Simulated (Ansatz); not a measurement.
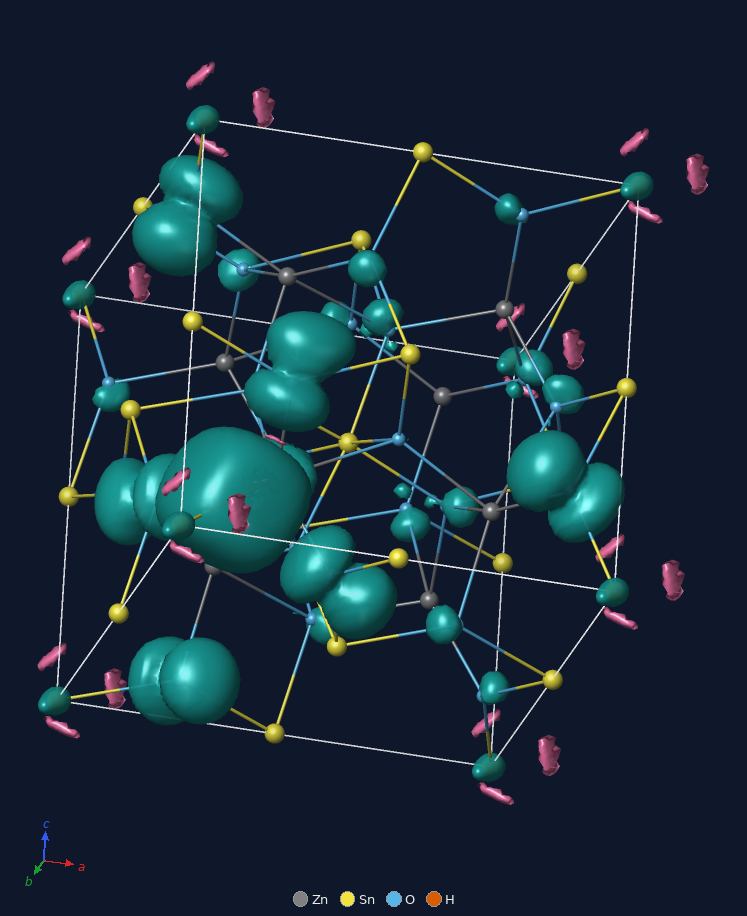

The picture shows: Zn₈Sn₈HO₂₄ (cell with a defect). Isosurfaces of the magnetisation density (up minus down) at +0.004 (teal) and −0.004 e/Å³ (pink), seen at an oblique angle. Sticks mark near contacts.

Spin-polarised.

The calculation used DFT PBE, scalar-relativistic, plane waves, PAW (Ansatz).

In a PAW calculation such maps are meaningful between the atoms, not at the nuclei.

```yaml
crystal:
  lattice:
    - [-5.34229, -3.08437, 4.73664]
    - [5.34229, -3.08437, 4.73664]
    - [0.00000, 6.16874, 4.73664]
  atoms:
    - { symbol: Zn, position: [0.28548, 0.28549, 0.28503] }
    - { symbol: Zn, position: [0.78166, 0.78398, 0.28129] }
    - { symbol: Zn, position: [0.78395, 0.28177, 0.78117] }
    - { symbol: Zn, position: [0.28176, 0.78165, 0.78347] }
    - { symbol: Zn, position: [0.78441, 0.78441, 0.78390] }
    - { symbol: Zn, position: [0.28380, 0.28429, 0.78134] }
    - { symbol: Zn, position: [0.28427, 0.78186, 0.28332] }
    - { symbol: Zn, position: [0.78185, 0.28377, 0.28377] }
    - { symbol: Sn, position: [0.00226, 0.00225, 0.00177] }
    - { symbol: Sn, position: [0.50368, 0.50165, 0.00039] }
    - { symbol: Sn, position: [0.50164, 0.00089, 0.50319] }
    - { symbol: Sn, position: [0.00088, 0.50368, 0.50115] }
    - { symbol: Sn, position: [0.50215, 0.50216, 0.50165] }
    - { symbol: Sn, position: [0.00037, 0.00136, 0.50217] }
    - { symbol: Sn, position: [0.00134, 0.50267, 0.99987] }
    - { symbol: Sn, position: [0.50268, 0.00035, 0.00085] }
    - { symbol: O, position: [0.40975, 0.74903, 0.55444] }
    - { symbol: O, position: [0.90806, 0.25076, 0.54869] }
    - { symbol: O, position: [0.90985, 0.75048, 0.05206] }
    - { symbol: O, position: [0.41654, 0.24964, 0.05161] }
    - { symbol: O, position: [0.55491, 0.40974, 0.74853] }
    - { symbol: O, position: [0.05253, 0.90984, 0.74999] }
    - { symbol: O, position: [0.05206, 0.41649, 0.24916] }
    - { symbol: O, position: [0.54918, 0.90807, 0.25026] }
    - { symbol: O, position: [0.74902, 0.55493, 0.40924] }
    - { symbol: O, position: [0.24965, 0.05207, 0.41599] }
    - { symbol: O, position: [0.25075, 0.54915, 0.90756] }
    - { symbol: O, position: [0.75049, 0.05254, 0.90936] }
    - { symbol: O, position: [0.55106, 0.24951, 0.40957] }
    - { symbol: O, position: [0.05404, 0.75117, 0.40972] }
    - { symbol: O, position: [0.04899, 0.25146, 0.90089] }
    - { symbol: O, position: [0.55485, 0.74898, 0.90945] }
    - { symbol: O, position: [0.24950, 0.41004, 0.55053] }
    - { symbol: O, position: [0.74899, 0.90996, 0.55433] }
    - { symbol: O, position: [0.75117, 0.41019, 0.05353] }
    - { symbol: O, position: [0.25147, 0.90137, 0.04848] }
    - { symbol: O, position: [0.41004, 0.55106, 0.24900] }
    - { symbol: O, position: [0.90142, 0.04899, 0.25096] }
    - { symbol: O, position: [0.90993, 0.55483, 0.74850] }
    - { symbol: O, position: [0.41019, 0.05404, 0.75069] }
    - { symbol: H, position: [0.15802, 0.15805, 0.15693] }
```

### Describe the spin distribution.

The spin density sits on H: +0.4 μB in one cell of 41 atoms, with smaller moments on other sites: O (up to +0.06 μB): with much of the spin spread outside that site. The cell of the calculation (41 atoms) carries 1.0 μB of net spin moment.
